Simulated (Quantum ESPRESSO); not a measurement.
## Band-structure run of KTaO₃ (part 2 of 2)

Continued. System: KTaO₃ (Pm-3m, 5 atoms in the cell). Method: Kohn-Sham DFT of a periodic cell, PBEsol, GBRV 1.5 PBEsol, no spin polarisation (Quantum ESPRESSO 7.5); cutoff 761.92 eV, 7×7×7 k-mesh, fermi-dirac of 0.05 eV. The structure derives from an entry of the Crystallography Open Database.

Geometry of the input (Å; fractional positions):
```
3.9883  0.0000  0.0000
0.0000  3.9883  0.0000
0.0000  0.0000  3.9883
Ta 0.0000  0.0000  0.0000
K  0.5000  0.5000  0.5000
O  0.0000  0.0000  0.5000
O  0.0000  0.5000  0.0000
O  0.5000  0.0000  0.0000
```

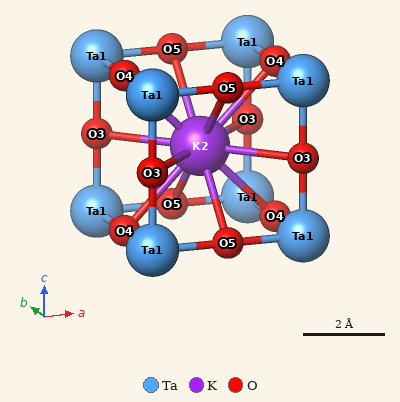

The structure as given in the input (ball-and-stick view of the cell of the calculation, seen slightly off an axis; atoms are numbered from 1 in the order of the input). An atom can appear more than once, as a periodic image.

## Output, continued
```
     total energy              =    -295.92554239 Ry
     estimated scf accuracy    <       0.00087355 Ry

     iteration #  6     ecut=    56.00 Ry     beta= 0.50
     Davidson diagonalization with overlap
     ethr =  2.18E-06,  avg # of iterations =  3.0

     negative rho (up, down):  9.814E-02 0.000E+00

     total energy              =    -295.92583351 Ry
     estimated scf accuracy    <       0.00021942 Ry

     iteration #  7     ecut=    56.00 Ry     beta= 0.50
     Davidson diagonalization with overlap
     ethr =  5.49E-07,  avg # of iterations =  1.4

     negative rho (up, down):  9.818E-02 0.000E+00

     total energy              =    -295.92584792 Ry
     estimated scf accuracy    <       0.00001493 Ry

     iteration #  8     ecut=    56.00 Ry     beta= 0.50
     Davidson diagonalization with overlap
     ethr =  3.73E-08,  avg # of iterations =  3.6

     negative rho (up, down):  9.818E-02 0.000E+00

     total energy              =    -295.92585544 Ry
     estimated scf accuracy    <       0.00000537 Ry

     iteration #  9     ecut=    56.00 Ry     beta= 0.50
     Davidson diagonalization with overlap
     ethr =  1.34E-08,  avg # of iterations =  1.4

     negative rho (up, down):  9.818E-02 0.000E+00

     total energy              =    -295.92585511 Ry
     estimated scf accuracy    <       0.00000134 Ry

     iteration # 10     ecut=    56.00 Ry     beta= 0.50
     Davidson diagonalization with overlap
     ethr =  3.36E-09,  avg # of iterations =  2.6

     negative rho (up, down):  9.818E-02 0.000E+00

     total energy              =    -295.92585550 Ry
     estimated scf accuracy    <       0.00000003 Ry

     iteration # 11     ecut=    56.00 Ry     beta= 0.50
     Davidson diagonalization with overlap
     ethr =  8.17E-11,  avg # of iterations =  4.2

     negative rho (up, down):  9.818E-02 0.000E+00

     total energy              =    -295.92585552 Ry
     estimated scf accuracy    <       0.00000001 Ry

     iteration # 12     ecut=    56.00 Ry     beta= 0.50
     Davidson diagonalization with overlap
     ethr =  2.92E-11,  avg # of iterations =  2.0

     negative rho (up, down):  9.818E-02 0.000E+00

     End of self-consistent calculation

          k = 0.0000 0.0000 0.0000 (  2969 PWs)   bands (ev):

   -58.7964 -25.3199 -25.3199 -25.3199 -18.4361  -8.7588  -8.0385  -8.0385
    -2.0611  -2.0611  -2.0611   6.2389   6.2389   6.2389   7.6005   7.6005
     7.6005   8.0474   8.0474   8.0474  10.8091  10.8091  10.8091  15.1493
    15.4904  15.4904  16.6132  16.6132

          k = 0.0000 0.0000 0.1429 (  3014 PWs)   bands (ev):

   -58.7964 -25.3366 -25.3191 -25.3191 -18.4306  -8.7026  -8.0339  -7.9270
    -2.0536  -2.0536  -2.0327   5.7463   6.2141   6.2141   7.2915   7.2915
     7.4968   7.5049   7.9503   7.9503  10.8386  11.4302  11.4302  15.4881
    15.5018  16.2952  16.8719  16.9318

          k = 0.0000 0.0000 0.2857 (  3034 PWs)   bands (ev):

   -58.7963 -25.3740 -25.3175 -25.3175 -18.4182  -8.6524  -8.0236  -7.5617
    -2.0364  -2.0364  -1.9680   4.4381   6.1562   6.1562   6.7276   6.7276
     6.8537   7.3022   7.8685   7.8685  10.9067  12.6272  12.6272  15.5199
    16.2328  17.2773  17.4829  18.1492

          k = 0.0000 0.0000 0.4286 (  3010 PWs)   bands (ev):

   -58.7962 -25.4035 -25.3162 -25.3162 -18.4082  -8.6543  -8.0154  -7.1766
    -2.0226  -2.0226  -1.9154   3.3685   6.1070   6.1070   6.3788   6.3788
     6.5420   7.1497   7.8254   7.8254  10.9633  13.5562  13.5562  15.5307
    16.9711  17.6524  18.0091  19.5673

          k = 0.0000 0.1429 0.1429 (  3021 PWs)   bands (ev):

   -58.7963 -25.3361 -25.3356 -25.3184 -18.4256  -8.6295  -7.9653  -7.8926
    -2.0646  -2.0449  -1.9996   5.6504   5.7997   6.1856   6.7045   7.0942
     7.4264   7.5577   7.7536   7.7547  11.3934  11.5128  11.8557  15.6715
    16.1190  16.6579  17.1249  17.2081

          k = 0.0000 0.1429 0.2857 (  3018 PWs)   bands (ev):

   -58.7962 -25.3731 -25.3342 -25.3168 -18.4143  -8.5526  -7.9338  -7.5670
    -2.0540  -2.0255  -1.9599   4.4337   5.5980   6.0533   6.1172   6.6220
     7.0695   7.4934   7.5979   7.7168  11.5042  12.6464  12.8545  15.9028
    16.7445  17.5782  17.6979  18.3552

          k = 0.0000 0.1429 0.4286 (  3019 PWs)   bands (ev):

   -58.7962 -25.4026 -25.3328 -25.3155 -18.4053  -8.5420  -7.9255  -7.1883
    -2.0327  -2.0097  -1.9399   3.3649   5.3666   5.8608   6.0540   6.3024
     6.8933   7.4554   7.5421   7.6164  11.5542  13.5654  13.7197  15.9734
    17.4479  17.9409  18.2080  19.5194

          k = 0.0000 0.2857 0.2857 (  3021 PWs)   bands (ev):

   -58.7962 -25.3716 -25.3708 -25.3152 -18.4056  -8.4184  -7.6430  -7.5405
    -2.0668  -2.0006  -1.9664   4.3905   4.4700   5.0836   6.0236   6.3235
     7.0642   7.2948   7.3060   8.1242  12.6085  12.7517  13.5289  16.1563
    17.7127  18.1708  18.3895  19.2362

          k = 0.0000 0.2857 0.4286 (  3034 PWs)   bands (ev):

   -58.7961 -25.4005 -25.3696 -25.3140 -18.3987  -8.3712  -7.6051  -7.2146
    -2.0515  -1.9940  -1.9805   3.3571   4.4452   4.6226   5.9348   6.0772
     7.0685   7.1876   7.2553   8.2612  12.7108  13.5863  14.2358  16.2720
    18.3737  18.5744  18.9270  19.7051

          k = 0.0000 0.4286 0.4286 (  3052 PWs)   bands (ev):

   -58.7961 -25.3989 -25.3988 -25.3127 -18.3934  -8.2954  -7.2463  -7.2282
    -2.0583  -2.0389  -1.9567   3.2943   3.4144   4.1789   5.8376   5.8656
     7.0485   7.1842   7.2340   8.5655  13.5895  13.6142  14.8238  16.3532
    18.7200  18.8932  19.9781  20.0184

          k = 0.1429 0.1429 0.1429 (  3029 PWs)   bands (ev):

   -58.7963 -25.3356 -25.3349 -25.3349 -18.4210  -8.5344  -7.8863  -7.8863
    -2.0673  -2.0673  -1.9594   5.5354   5.7896   5.7896   6.6393   6.6393
     6.8486   7.7014   7.7014   7.7856  11.7905  11.9265  11.9265  16.2274
    16.6918  16.6918  17.4029  17.4029

          k = 0.1429 0.1429 0.2857 (  3037 PWs)   bands (ev):

   -58.7962 -25.3723 -25.3336 -25.3332 -18.4106  -8.4244  -7.8721  -7.5671
    -2.0737  -2.0571  -1.9290   4.4303   5.4521   5.7424   6.0106   6.1102
     6.7468   7.5673   7.6465   7.8065  11.9345  12.8607  12.8985  16.7226
    16.8851  17.7858  17.9069  18.4867

          k = 0.1429 0.1429 0.4286 (  3026 PWs)   bands (ev):

   -58.7962 -25.4017 -25.3322 -25.3319 -18.4023  -8.4034  -7.8607  -7.1946
    -2.0793  -2.0046  -1.9477   3.3631   5.2208   5.6146   5.7771   5.9079
     6.7821   7.4269   7.6038   7.7307  11.9887  13.7134  13.7567  16.7250
    17.6142  18.1210  18.3893  19.4700

          k = 0.1429 0.2857 0.2857 (  3027 PWs)   bands (ev):

   -58.7961 -25.3707 -25.3700 -25.3318 -18.4023  -8.2426  -7.6272  -7.5296
    -2.0940  -2.0866  -1.9242   4.3906   4.4733   5.1014   5.6058   5.9087
     6.3090   7.5816   7.6711   8.1317  12.8631  12.9893  13.5559  17.0612
    17.7823  18.3746  18.4479  19.2425

          k = 0.1429 0.2857 0.4286 (  3032 PWs)   bands (ev):

   -58.7961 -25.3997 -25.3689 -25.3304 -18.3957  -8.1855  -7.5839  -7.2089
    -2.1147  -2.0593  -1.9652   3.3594   4.4552   4.6771   5.5068   5.7036
     6.2931   7.5675   7.6284   8.2676  12.9672  13.7668  14.2585  17.2038
    18.3231  18.6735  18.8983  19.2659

          k = 0.1429 0.4286 0.4286 (  3038 PWs)   bands (ev):

   -58.7960 -25.3981 -25.3980 -25.3291 -18.3903  -8.0996  -7.2322  -7.2126
    -2.1076  -2.1066  -2.0069   3.3023   3.4171   4.2942   5.4891   5.5280
     6.1811   7.6105   7.6407   8.5715  13.7807  13.8061  14.8488  17.2178
    18.7311  18.8968  19.3095  19.3910

          k = 0.2857 0.2857 0.2857 (  3028 PWs)   bands (ev):

   -58.7961 -25.3691 -25.3683 -25.3683 -18.3949  -7.8968  -7.5048  -7.5048
    -2.1560  -2.1560  -1.9523   4.3762   4.4824   4.4824   5.1098   5.3778
     5.3778   7.9694   7.9694   8.2294  13.5227  13.6506  13.6506  17.7571
    18.4938  18.4938  19.2706  19.2706

          k = 0.2857 0.2857 0.4286 (  3040 PWs)   bands (ev):

   -58.7960 -25.3978 -25.3674 -25.3669 -18.3889  -7.7809  -7.4846  -7.1958
    -2.2066  -2.1525  -2.0322   3.3651   4.4711   4.4930   4.7403   5.0781
     5.3833   8.0115   8.1385   8.3456  13.6486  14.2463  14.3549  18.1267
    18.3262  18.5013  19.3260  19.4870

          k = 0.2857 0.4286 0.4286 (  3029 PWs)   bands (ev):

   -58.7959 -25.3963 -25.3962 -25.3657 -18.3834  -7.6203  -7.1991  -7.1766
    -2.2349  -2.2187  -2.1364   3.3198   3.4233   4.5131   4.5611   5.0547
     5.0666   8.2130   8.2369   8.5864  14.3149  14.3437  14.9027  17.8368
    18.2794  18.4054  19.7698  19.8072

          k = 0.4286 0.4286 0.4286 (  3052 PWs)   bands (ev):

   -58.7959 -25.3949 -25.3947 -25.3947 -18.3779  -7.2087  -7.1469  -7.1469
    -2.3081  -2.3081  -2.2631   3.2867   3.4283   3.4283   4.7194   4.8076
     4.8076   8.5644   8.5644   8.6184  14.8906  14.9552  14.9552  17.7152
    17.7152  17.7628  19.5437  21.1353

     the Fermi energy is     9.7801 ev

!    total energy              =    -295.92585552 Ry
     estimated scf accuracy    <          4.8E-10 Ry
     smearing contrib. (-TS)   =      -0.00000000 Ry
     internal energy E=F+TS    =    -295.92585552 Ry

     The total energy is F=E-TS. E is the sum of the following terms:
     one-electron contribution =     -72.52694113 Ry
     hartree contribution      =      56.67495515 Ry
     xc contribution           =     -72.70939671 Ry
     ewald contribution        =    -207.36447283 Ry

     convergence has been achieved in  12 iterations

     negative rho (up, down):  9.818E-02 0.000E+00

     Forces acting on atoms (cartesian axes, Ry/au):

     atom    1 type  1   force =     0.00000000    0.00000000    0.00000000
     atom    2 type  2   force =     0.00000000    0.00000000    0.00000000
     atom    3 type  3   force =     0.00000000    0.00000000    0.00000000
     atom    4 type  3   force =     0.00000000    0.00000000    0.00000000
     atom    5 type  3   force =     0.00000000    0.00000000    0.00000000

     Total force =     0.000000     Total SCF correction =     0.000000

     Computing stress (Cartesian axis) and pressure

     negative rho (up, down):  9.818E-02 0.000E+00
          total   stress  (Ry/bohr**3)                   (kbar)     P=       -1.08
  -0.00000736   0.00000000   0.00000000           -1.08        0.00        0.00
   0.00000000  -0.00000736   0.00000000            0.00       -1.08        0.00
   0.00000000   0.00000000  -0.00000736            0.00        0.00       -1.08

=------------------------------------------------------------------------------=
   JOB DONE.
=------------------------------------------------------------------------------=
```

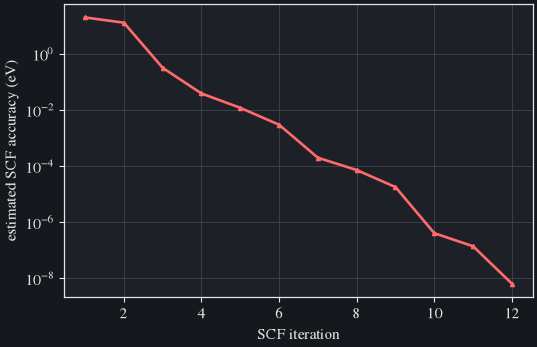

Convergence of the self-consistent field: estimated SCF accuracy against the iteration. The field takes 12 iterations in all.

## Results in brief

- outcome: converged
- space group (tolerance 0.01 Å): Pm-3m (221)
- electrons treated: 40
- free energy: −4026.2764 eV
- Fermi energy: 9.780 eV
- gap on the k-point mesh: 2.19 eV
- gap on the band path: 2.13 eV
- pressure: −0.11 GPa
- largest force (length of the vector): under 0.001 eV/Å
- wall time: 2 min (CPU time 4 min)
- peak memory: 0.6 GiB

## Remarks

Further notes kept with the run: eigenvalues not converged. Notes on the run: negative rho. Spin–orbit coupling is left out, which matters for Ta.
